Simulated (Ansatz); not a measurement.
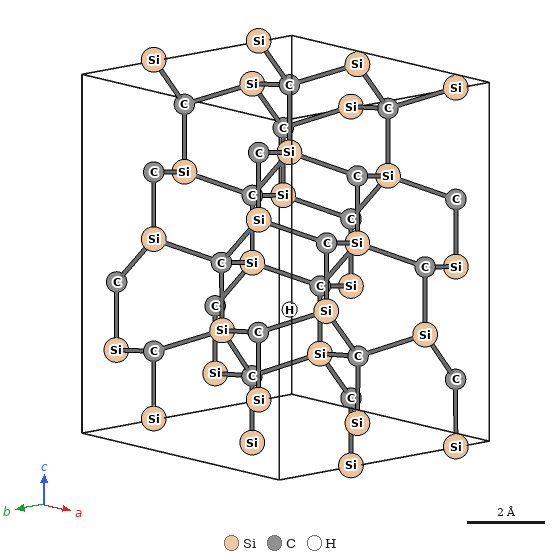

Shown here is a ball-and-stick view of the crystal, taken from a general direction. The box is the supercell; atoms on or close to its faces, edges and corners are drawn wherever they repeat. The host is SiC, in a cell of 32 sites, and the cell is neutral.

**What kind of defect was put in?**

An interstitial hydrogen atom. It is bonded to no bonds drawn.

Results below were computed with DFT PBE, scalar-relativistic, plane waves, PAW in Ansatz 0.2.0; the settings were wavefunction cutoff 420 eV, a 2×2×2 k-point mesh, Gaussian smearing of 0.01 eV, collinear spins.

**Is there a net spin in the supercell?**

Yes, 0.5 μB in the cell.

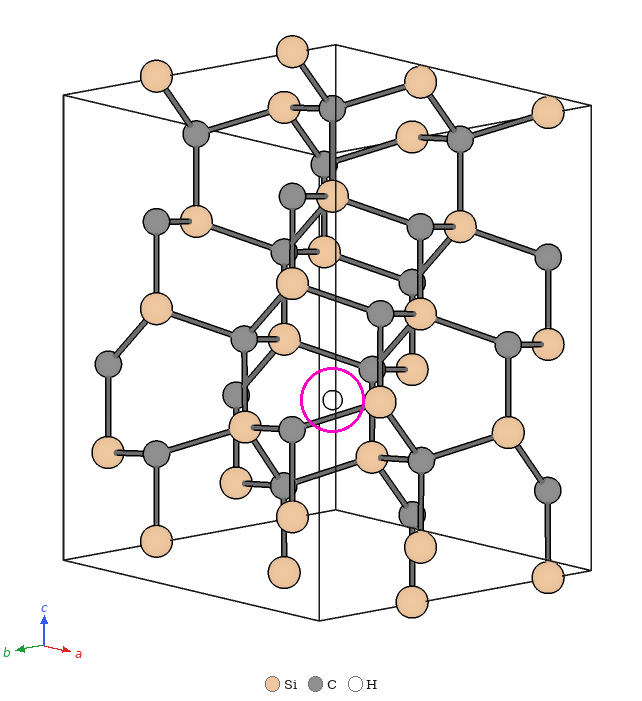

The same cell with a ring at the defect's site.

The atoms were relaxed in the host's cell with DFT PBE, scalar-relativistic, plane waves, PAW in Ansatz 0.2.0.
